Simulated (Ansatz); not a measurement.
```
Li S
1.0
     2.74431    0.00000    0.00000
    -1.37216    2.37664    0.00000
     0.00000    0.00000   16.51874
Li S
2 4
Direct
  0.33333 0.66667 0.25000
  0.66667 0.33333 0.75000
  0.33333 0.66667 0.63125
  0.66667 0.33333 0.13125
  0.33333 0.66667 0.86875
  0.66667 0.33333 0.36875
```

Space group P6₃/mmc; started from the 2H molybdenite_194 prototype, which need not be the ambient phase.

Computed with DFT PBE, scalar-relativistic, plane waves, PAW (Ansatz 0.2.0).

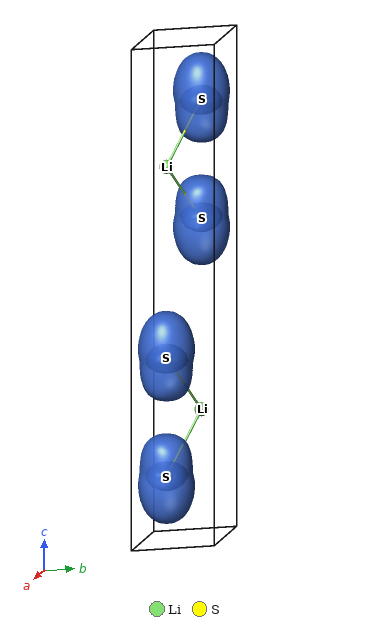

LiS$_{2}$. Isosurface of the ELF at 0.75 (blue), seen slightly off an axis. Only the valence region is drawn (cores and ρ < 0.01 e/Å³ removed). Sticks mark near contacts.

In a PAW calculation such maps are meaningful between the atoms, not at the nuclei.

Q: Where are the electrons localised?

A: The ELF exceeds this value in four regions wrapped around S (the valence shell of each), counted in one cell of 6 atoms. Regions shared between cells count once. Profiles from the grid: Li–S (2.52 Å): the ELF peaks at about 0.90 in the valence shell of S, 0.8 Å from its nucleus, and is about 0.70 at the midpoint.

Q: Metal or insulator at this level of theory?

A: It is gapless in this calculation (a metal or semimetal).
